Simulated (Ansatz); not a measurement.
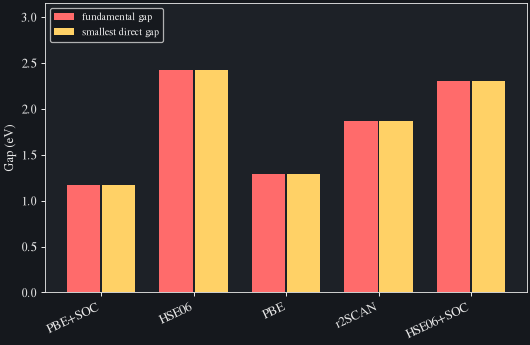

Gaps of ZnSe, space group F-43m, 2 atoms in the cell, at several levels of theory on one cell (Ansatz, plane waves and PAW; edges over the mesh and the special points).

How does the gap depend on the level, and does its kind change?

Answer. In rising order: PBE+SOC 1.17 eV, PBE 1.29 eV, r2SCAN 1.87 eV, HSE06+SOC 2.30 eV and HSE06 2.42 eV. It is direct at every level.
